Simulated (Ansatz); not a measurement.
# Run report: MgS, band-structure calculation

The run: band-structure calculation of MgS (Fm-3m, 2 atoms in the cell). Method and program: DFT, PBE, PAW with Ansatz's default frozen-core files, scalar-relativistic, no spin polarisation (Ansatz 0.2.0).

The structure derives from an entry of the Crystallography Open Database. It belongs to a series of runs on one base structure; here: PAW files in place of LAPW. Figures and captions count atoms from 1; the log counts them from 0 in places.

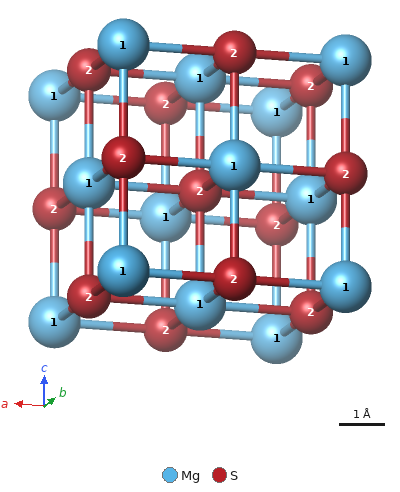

**Figure 1.** The structure (ball-and-stick view of the cell 4 times as large as that of the calculation, set on its symmetry axes, seen at an oblique angle; atoms are numbered from 1 in the order of the input).

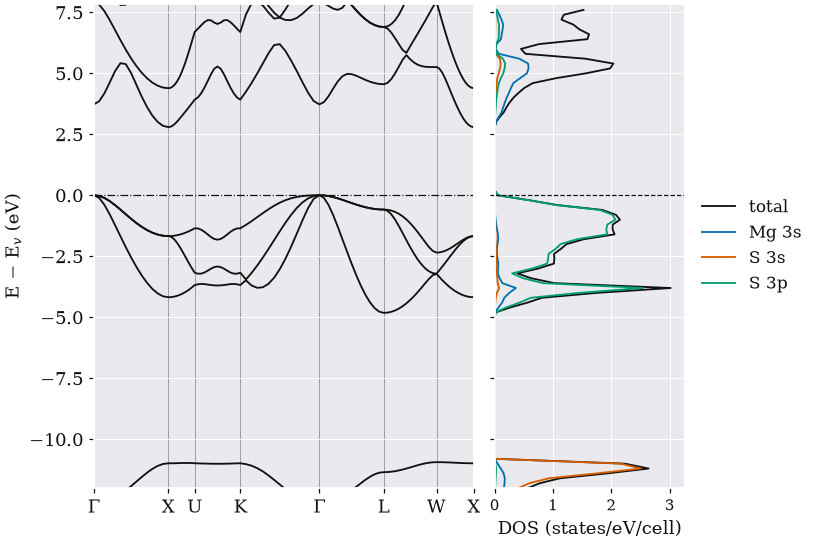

**Figure 2.** Band structure along Γ–X–U–K–Γ–L–W–X and density of states (projected on Löwdin-orthogonalised atomic shells), with energies from the valence-band top. There is a gap of 2.79 eV on this path, indirect, from Γ to X.

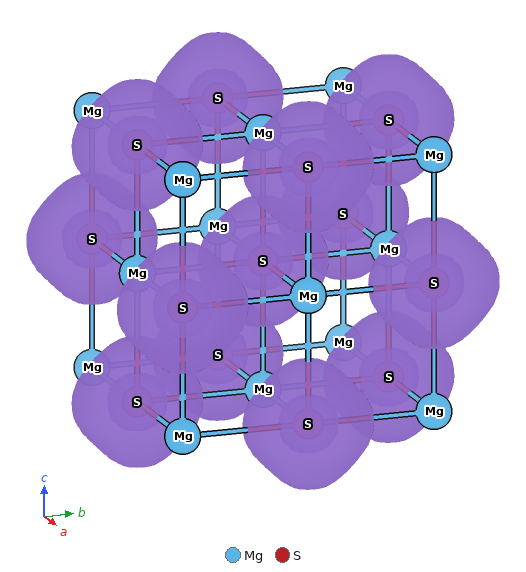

**Figure 3.** Isosurface of the ELF at 0.75 (purple), seen slightly off an axis. Only the valence region is drawn (cores and ρ < 0.01 e/Å³ removed). Sticks mark near contacts. The outline is the cell set on symmetry axes. Values along the shortest contacts: Mg–S (2.60 Å): the ELF is about 0.75 at the midpoint, as expected for two separate closed shells. In a PAW calculation such maps are meaningful between the atoms, not at the nuclei.

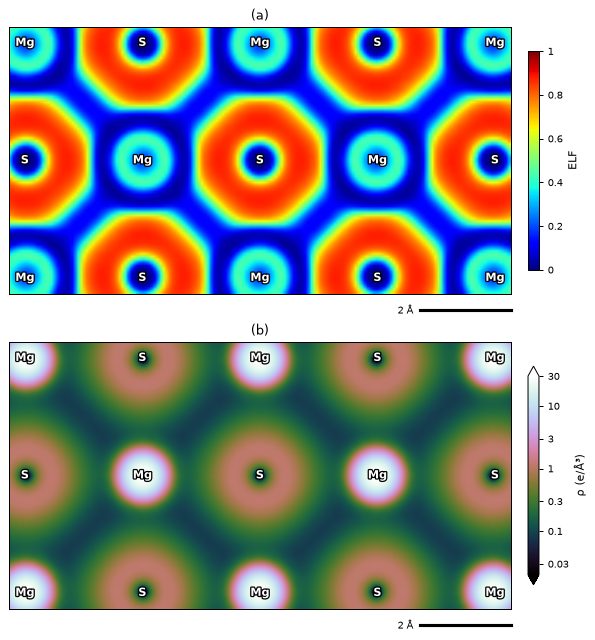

**Figure 4.** (a) electron localisation function; (b) valence electron density on the (001) plane of the conventional cell. Mg–S (2.60 Å): the density is about 0.27 e/Å³ at the midpoint; the ELF is about 0.75 at the midpoint (two separate closed shells). Away from the nuclei the density in this plane falls to 0.09 e/Å³ at its lowest.

These pictures come from the run below.

### Input file
```yaml
crystal:
  lattice:
    - [0.0, 2.60165, 2.60165]
    - [2.60165, 0.0, 2.60165]
    - [2.60165, 2.60165, 0.0]
  atoms:
    - { symbol: Mg, position: [0.0, 0.0, 0.0] }
    - { symbol: S, position: [0.5, 0.5, 0.5] }
kpoints:
  mp_grid: { grid: [8, 8, 8] }
  band_path:
    path:
      - [0.0, 0.0, 0.0]
      - [0.5, 0.0, 0.5]
      - [0.625, 0.25, 0.625]
      - [0.375, 0.375, 0.75]
      - [0.0, 0.0, 0.0]
      - [0.5, 0.5, 0.5]
      - [0.5, 0.25, 0.75]
      - [0.5, 0.0, 0.5]
    npoints: 14
scf:
  occupations: { method: fermi_dirac, width: 0.01 }
hamiltonian:
  xc: pbe
  pseudopotentials: { kind: paw }
output:
  forces: true
  stress: true
  eigenvalues: true
  efg: { contact_densities: true }
  populations: true
  bader: true
  dos: { projected: true, de: 0.2, e_range: [-14, 8] }
  write_density: true
  write_potential: true
  elf: true
  volumetric_format: npy
```

Launch command:
```bash
ansatz run input.yaml --threads 1 --pin off --max-ram 3072MiB --backend cpu --events-out ev --progress --plain --runs-dir out
```

### Output
```
Engine: ansatz 0.2.0, aarch64-unknown-linux-gnu
Pseudopotentials: kind: paw
Pseudopotential: Mg, paw, valence charge 10, recommended cutoff 420 eV (normal), Mg.paw.azcp
Pseudopotential: S, paw, valence charge 6, recommended cutoff 420 eV (normal), S.paw.azcp
Functional definition: PBE
  parameter kappa = 0.804
  parameter beta = 0.06672455060314922
  exchange = pbe_x(kappa = kappa, mu = beta*pi^2/3)
  correlation = pbe_c(beta = beta)
Crystal: 2 atoms, lattice volume = 35.219 Å³
Basis set: ecut = 420 eV, 701 PW (Γ), exchange–correlation on 50×50×50 points (8 copies of the dense FFT grid, shifted against one another)
Bands: 12, of which v1, the nominal top of the filled ones, is band 8 counted from 1 (7 counted from 0)
Symmetry: 48 space group operations
Space group: Fm-3m (ITA 225), of the structure as read, at distance tolerance 3.3e-5 Å
k-points: 29 of 512
Non-local potential: Mg, projectors of the file, l = 0: 3, l = 1: 2, l = 2: 1
Non-local potential: S, projectors of the file, l = 0: 2, l = 1: 2, l = 2: 2
PAW form: soft (Blöchl's): semilocal exchange-correlation on the pseudo side does not see the compensation charge
PAW one-centre angular grid: Mg, 110 points (default); XC on 64 Gauss nodes
PAW one-centre angular grid: S, 110 points (default); XC on 64 Gauss nodes
Initial density: superposition of atomic densities (neutral atoms: chi_scale 0, normalization atom), corrected by the library's trained network
Initial wavefunctions: pseudopotential atomic-orbital guess
Functional: x = pbe(κ = 0.804, μ = 0.2195149727645171), c = pbe(β = 0.06672455060314922)
SCF iter   1: F=—  HF=-2828.746831 eV  |F-HF|=—  |Δ(HF+E_count)|=         —  Δρ=4.28e-4  dr2=5.03e-5  ethr=1.77e-3  ⟨swp⟩=7.4  Hψ=2207  notcnv=0
preconditioner: auto → none  [insulator: Δε(μ)=2.782 eV  Ē_g=11.751 eV  σ=0.010 eV  W_gap=1.00  n_scr=8 (ndim 8)  ℏωp=17.7 eV  f_vac=0.000  D(μ)=0.00/eV (n_scr^D=0)  ε∞_Penn≈3.3]
SCF iter   2: F=—  HF=-2828.746803 eV  |F-HF|=—  |Δ(HF+E_count)|=   2.81e-5  Δρ=2.94e-4  dr2=3.77e-5  ethr=3.14e-7  ⟨swp⟩=3.1  Hψ=954  notcnv=0
SCF iter   3: F=—  HF=-2828.746838 eV  |F-HF|=—  |Δ(HF+E_count)|=   3.52e-5  Δρ=2.62e-4  dr2=3.70e-5  ethr=2.36e-7  ⟨swp⟩=2.0  Hψ=564  notcnv=0
SCF iter   4: F=—  HF=-2828.746827 eV  |F-HF|=—  |Δ(HF+E_count)|=   1.14e-5  Δρ=9.68e-5  dr2=5.01e-6  ethr=2.31e-7  ⟨swp⟩=2.1  Hψ=411  notcnv=0
iter 5 did not close the SCF: its close was put off for the readings that it lacked (scf_convergence_deferred on its scf_iter line)
SCF iter   5: F=-2828.746825 eV  HF=-2828.746825 eV  |F-HF|=2.90e-8  |Δ(HF+E_count)|=   1.75e-6  Δρ=9.13e-6  dr2=4.11e-8  ethr=3.13e-8  ⟨swp⟩=2.0  Hψ=448  notcnv=0
SCF iter   6: F=-2828.746825 eV  HF=-2828.746825 eV  |F-HF|=1.01e-9  |Δ(HF+E_count)|=   1.18e-8  Δρ=1.51e-6  dr2=1.36e-9  ethr=2.57e-10  ⟨swp⟩=5.6  Hψ=1736  notcnv=0
SCF 1 converged in 6 iterations: F = -2828.746825 eV  dr2 = 1.36e-9
  greatest PAW one-centre occupation: 1.000 electrons in one spin orbital (limit 2), on the Mg atom at site 0 (counted from 0), in its partial waves of l = 0
NSCF: frozen V_eff on 99 k-points
SCF converged after 6 iterations
Free energy (F): -2828.746825 eV
Harris-Foulkes:  -2828.746825 eV  (|F-HF|=1.01e-9)
Internal energy: -2828.746825 eV  (E = F + TS)
E sigma→0 (E₀):  -2828.746825 eV
Fermi energy:    7.783926 eV
--- Per-component energies (eV) ---
  E_band       = -331.813828
  E_kinetic    = 185.287257
  E_local      = -1665.925590  (includes V_loc(G=0)·N_el)
  E_nonlocal   = 123.410767
  E_hartree    = 593.042958
  E_xc         = -127.745367
  E_vxc        = -127.037012  (∫ρ·V_xc dr)
  E_paw        = -893.076829  (= ΣΔE_a)
  E_vpaw       = -33.635209  (= ΣTr[D̂ρ^β])
  E_aug_tail   = -0.000002  (compensation charges beyond the density's cutoff)
  E_ewald      = -1043.740020
  E_smearing   = -0.000000  (= −TS)
  E_closure    = 0.000000  (closes the sum)
  Σ components = -2828.746825   (vs F -2828.746825, Δ=0.00e0)
--- Forces (eV/Å), atoms counted from 1 ---
  atom   1  Mg    -0.00000000     0.00000000    -0.00000000
  atom   2  S      0.00000000    -0.00000000    -0.00000000
  max |Σ_I F_I| component: 7.02e-30 eV/Å
--- Stress (GPa, compression-positive) ---
        1.163298       0.000000      -0.000000
       -0.000000       1.163298      -0.000000
        0.000000       0.000000       1.163298
  P = ⅓ Tr σ = 1.1633 GPa (11.633 kbar)
--- PAW observables at the nuclei: V_zz in 10²¹ V/m², potentials from the cell's mean, atoms counted from 1 ---
  atom   1  Mg V_zz =    +0.000000   η = 0.0000   by run symmetry: forbidden
            electrostatic potential = -1100.977688 V   contact ρ = 7796.636905 e/Å³
  atom   2  S  V_zz =    -0.000000   η = 0.0000   by run symmetry: forbidden
            electrostatic potential = -1633.451545 V   contact ρ = 19763.887615 e/Å³
--- Band table (eV; the first three rows and the last of 29) ---
  k-point 0: bands = ["-68.3298", "-35.0814", "-35.0814", "-35.0814", "-6.2768", "6.3890", "6.3890", "6.3890", "10.1111", "14.3054", "14.3054", "14.3054"]
  k-point 1: bands = ["-68.3298", "-35.0824", "-35.0816", "-35.0816", "-6.1249", "5.3435", "6.2880", "6.2880", "10.9108", "13.9983", "14.5521", "14.5521"]
  k-point 2: bands = ["-68.3297", "-35.0847", "-35.0819", "-35.0819", "-5.7140", "3.5863", "6.0676", "6.0676", "11.3516", "14.1826", "14.1826", "14.6805"]
  k-point 28: bands = ["-68.3294", "-35.0856", "-35.0856", "-35.0840", "-4.5543", "3.1696", "3.1696", "4.0362", "11.6416", "14.3212", "14.3212", "14.4498"]
--- Löwdin populations: 2 sites ---
  site symbol       q [e]
     0     Mg      8.5546
     1      S      7.2987
  spilling = 0.009168 (of n_electrons = 16.000000)
--- Bader charges: 2 sites ---
  site symbol  charge [e]  shift [e]
     0     Mg      1.6702     0.0008
     1      S     -1.6702     0.0008
  estimated error of the sums over rays = 2.0e-4 e
```

### File bader_charges.tsv
```
# site	symbol	x_ang	y_ang	z_ang	partial_charge_e	electrons	volume_ang3	relative_density_drop	shared_charge_e	partial_wave_shift_e
# quadrature_error_electrons = 2.0e-4
0	Mg	0.0000	0.0000	0.0000	1.67021	10.32979	5.84	-	1.67021	0.00079
1	S	2.6016	2.6016	2.6016	-1.67021	17.67021	29.38	-	-1.67021	0.00079
```

### File dos.tsv
```
# E-E_F[eV]	g_bin_mean(E)[states/eV]	N(E)
# format = ansatz-dos/2
# fermi_ev = 7.783926
# fermi_mp_grid = 8 8 8
# fermi_mp_shift = 0 0 0
# g_bin_mean(E): the states in a bin one row spacing wide, centred on E, divided by that spacing. States that the method places at a single energy (under output.dos.method: tetrahedron, those of a tetrahedron whose four corners have one energy) are counted whole in the row whose bin holds that energy (on the edge of two bins, in the lower row). The sum of g_bin_mean over a run of rows, times the row spacing, is the number of states from half a spacing under the first of them to half a spacing over the last (a plain sum, not the trapezoid rule).
-14.000000	6.882364e-2	8.000752e0
-13.800000	2.621198e-1	8.036383e0
-13.600000	4.179362e-1	8.104361e0
-13.400000	5.705941e-1	8.202604e0
-13.200000	7.722925e-1	8.334375e0
-13.000000	1.116732e0	8.519345e0
-12.800000	1.924312e0	8.791160e0
-12.600000	2.636392e0	9.279935e0
-12.400000	2.230797e0	9.908929e0
-12.200000	0.000000e0	1.000000e1
-12.000000	0.000000e0	1.000000e1
-11.800000	0.000000e0	1.000000e1
-11.600000	0.000000e0	1.000000e1
-11.400000	0.000000e0	1.000000e1
-11.200000	0.000000e0	1.000000e1
-11.000000	0.000000e0	1.000000e1
-10.800000	0.000000e0	1.000000e1
-10.600000	0.000000e0	1.000000e1
-10.400000	0.000000e0	1.000000e1
-10.200000	0.000000e0	1.000000e1
-10.000000	0.000000e0	1.000000e1
-9.800000	0.000000e0	1.000000e1
-9.600000	0.000000e0	1.000000e1
-9.400000	0.000000e0	1.000000e1
-9.200000	0.000000e0	1.000000e1
-9.000000	0.000000e0	1.000000e1
-8.800000	0.000000e0	1.000000e1
-8.600000	0.000000e0	1.000000e1
-8.400000	0.000000e0	1.000000e1
-8.200000	0.000000e0	1.000000e1
-8.000000	0.000000e0	1.000000e1
-7.800000	0.000000e0	1.000000e1
-7.600000	0.000000e0	1.000000e1
-7.400000	0.000000e0	1.000000e1
-7.200000	0.000000e0	1.000000e1
-7.000000	0.000000e0	1.000000e1
-6.800000	0.000000e0	1.000000e1
-6.600000	0.000000e0	1.000000e1
-6.400000	0.000000e0	1.000000e1
-6.200000	1.535226e-2	1.000001e1
-6.000000	2.607631e-1	1.001906e1
-5.800000	5.585552e-1	1.010605e1
-5.600000	8.081149e-1	1.023920e1
-5.400000	1.749051e0	1.045816e1
-5.200000	3.014099e0	1.099414e1
-5.000000	1.021916e0	1.139660e1
-4.800000	6.234443e-1	1.155537e1
-4.600000	3.874845e-1	1.165174e1
-4.400000	7.471936e-1	1.174274e1
-4.200000	1.013490e0	1.194117e1
-4.000000	1.020178e0	1.214166e1
-3.800000	1.016241e0	1.234590e1
-3.600000	1.131502e0	1.255004e1
-3.400000	1.229737e0	1.279187e1
-3.200000	1.527716e0	1.306140e1
-3.000000	2.053846e0	1.341360e1
-2.800000	2.019708e0	1.383938e1
-2.600000	2.020911e0	1.423946e1
-2.400000	2.144803e0	1.465821e1
-2.200000	2.077935e0	1.508110e1
-2.000000	1.842114e0	1.549525e1
-1.800000	1.070704e0	1.577841e1
-1.600000	5.883295e-1	1.593684e1
-1.400000	5.681166e-2	1.600000e1
-1.200000	0.000000e0	1.600000e1
-1.000000	0.000000e0	1.600000e1
-0.800000	0.000000e0	1.600000e1
-0.600000	0.000000e0	1.600000e1
-0.400000	0.000000e0	1.600000e1
-0.200000	0.000000e0	1.600000e1
0.000000	0.000000e0	1.600000e1
0.200000	0.000000e0	1.600000e1
0.400000	0.000000e0	1.600000e1
0.600000	0.000000e0	1.600000e1
0.800000	0.000000e0	1.600000e1
1.000000	0.000000e0	1.600000e1
1.200000	0.000000e0	1.600000e1
1.400000	9.294052e-4	1.600000e1
1.600000	2.183015e-2	1.600138e1
1.800000	8.053103e-2	1.601066e1
2.000000	1.526914e-1	1.603532e1
2.200000	1.984718e-1	1.606970e1
2.400000	2.522252e-1	1.611473e1
2.600000	3.191751e-1	1.617129e1
2.800000	4.074563e-1	1.624346e1
3.000000	5.051294e-1	1.633516e1
3.200000	6.512520e-1	1.644696e1
3.400000	1.048459e0	1.660965e1
3.600000	1.561081e0	1.687124e1
3.800000	1.975662e0	1.722901e1
4.000000	2.033191e0	1.764573e1
4.200000	1.550349e0	1.800721e1
4.400000	5.258983e-1	1.822020e1
4.600000	4.490465e-1	1.829897e1
4.800000	7.600643e-1	1.840445e1
5.000000	1.587038e0	1.864548e1
5.200000	1.615693e0	1.898561e1
5.400000	1.452916e0	1.928346e1
5.600000	1.344561e0	1.957007e1
5.800000	1.142731e0	1.981758e1
6.000000	1.182698e0	2.004137e1
6.200000	1.519763e0	2.030213e1
6.400000	1.463566e0	2.062851e1
6.600000	1.262596e0	2.087719e1
6.800000	1.912446e0	2.118908e1
7.000000	1.792519e0	2.159204e1
7.200000	1.296732e0	2.189282e1
7.400000	1.022752e0	2.211784e1
7.600000	1.045242e0	2.231825e1
7.800000	1.445718e0	2.255706e1
8.000000	1.601751e0	2.288309e1
```

### File populations.tsv
```
# site	symbol	l	j	q
# orbitals = lowdin
# n_electrons = 16.000000
# spilling = 0.009168
0	Mg	0_2S	-	1.998248
0	Mg	0_3S	-	0.556458
0	Mg	1_2P	-	5.999888
1	S	0_3S	-	1.853322
1	S	1_3P	-	5.445395
```

### File v_z.tsv
```
# z_ang	v_es[eV]	v_tot[eV]
# format = ansatz-planar-average/11
# xc	pbe
# density_cutoff_ev	1680
# datasets	Mg=:simpson_from_first_knot:soft	S=:simpson_from_first_knot:soft
# lattice	0.000000000	2.601650000	2.601650000
# lattice	2.601650000	0.000000000	2.601650000
# lattice	2.601650000	2.601650000	0.000000000
# sites	2
# site	12	0.000000000	0.000000000	0.000000000
# site	16	2.601650000	2.601650000	2.601650000
0.000000	-4.206652e-1	-9.037939e0
0.147172	-4.604731e-2	-8.684774e0
0.294343	9.833909e-1	-7.709648e0
0.441515	2.400289e0	-6.378115e0
0.588686	3.820129e0	-5.060770e0
0.735858	4.836212e0	-4.176418e0
0.883029	5.119087e0	-4.113405e0
1.030201	4.659655e0	-4.869950e0
1.177372	3.817361e0	-6.063308e0
1.324544	3.031340e0	-7.253535e0
1.471715	2.519310e0	-8.161339e0
1.618887	2.263831e0	-8.729627e0
1.766059	2.167366e0	-9.003130e0
1.913230	2.167366e0	-9.003130e0
2.060402	2.263831e0	-8.729627e0
2.207573	2.519310e0	-8.161339e0
2.354745	3.031340e0	-7.253535e0
2.501916	3.817361e0	-6.063308e0
2.649088	4.659655e0	-4.869950e0
2.796259	5.119087e0	-4.113405e0
2.943431	4.836212e0	-4.176418e0
3.090603	3.820129e0	-5.060770e0
3.237774	2.400289e0	-6.378115e0
3.384946	9.833909e-1	-7.709648e0
3.532117	-4.604731e-2	-8.684774e0
```

### Key numbers

| quantity | value |
| --- | --- |
| outcome | converged |
| space group (tolerance 0.01 Å) | Fm-3m (225) |
| electrons treated | 16 |
| free energy | −2828.7468 eV |
| Fermi energy | 7.784 eV |
| gap on the k-point mesh | 2.79 eV |
| pressure | 1.16 GPa |
| field gradient V_zz (10²¹ V/m²) | zero at all sites |
| largest force (length of the vector) | under 0.001 eV/Å |
| hardware | 1 thread of Arm Neoverse V2, 24 GiB of memory available, shared host |
| wall time | 9.5 s |
| peak memory | 0.3 GiB |
